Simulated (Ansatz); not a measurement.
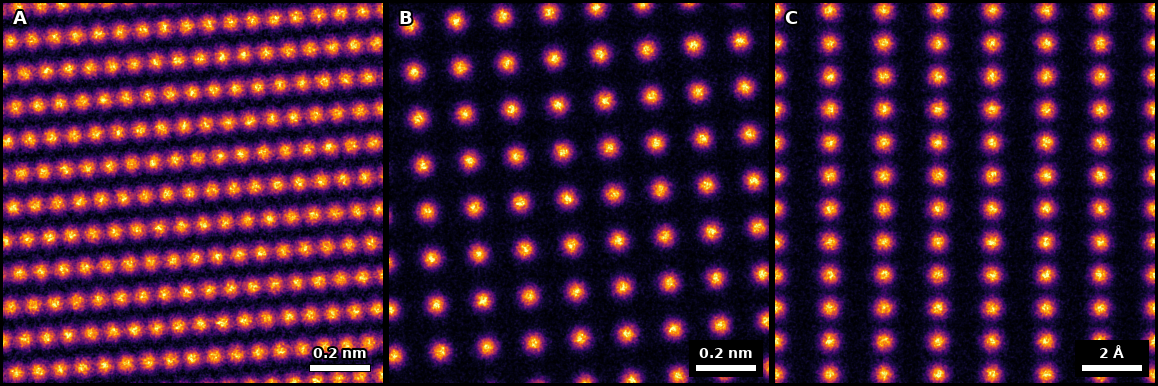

Three views of C (Fm-3m, No. 225) along different zone axes. The image is simulated as a sum over atoms of Z^1.7, blurred by a 0.50 Å probe (no channelling). The probe carries 25 % of its weight in a tail 2.5 times as wide. Shot noise was added. Model: a calculation's starting geometry; the starting structure was generated, so it need not be a known form of this composition.

```cif
data_structure
_symmetry_space_group_name_H-M 'P 1'
_symmetry_Int_Tables_number 1
_cell_length_a 3.2040
_cell_length_b 3.2040
_cell_length_c 3.2040
_cell_angle_alpha 90.000
_cell_angle_beta 90.000
_cell_angle_gamma 90.000
_cell_volume 32.89
loop_
_atom_site_label
_atom_site_type_symbol
_atom_site_fract_x
_atom_site_fract_y
_atom_site_fract_z
_atom_site_occupancy
C1 C 0.00000 0.00000 0.00000 1
C2 C 0.00000 0.50000 0.50000 1
C3 C 0.50000 0.00000 0.50000 1
C4 C 0.50000 0.50000 0.00000 1
```

> Match the panels to the zone axes [001], [211] and [221].

A is [221]: projected cell 0.76 × 1.19 Å, 108°, plane group c2mm. B is [001]: projected cell 1.60 × 1.60 Å, 90°, plane group p4mm. C is [211]: projected cell 1.13 × 1.85 Å, 90°, plane group p2mm.
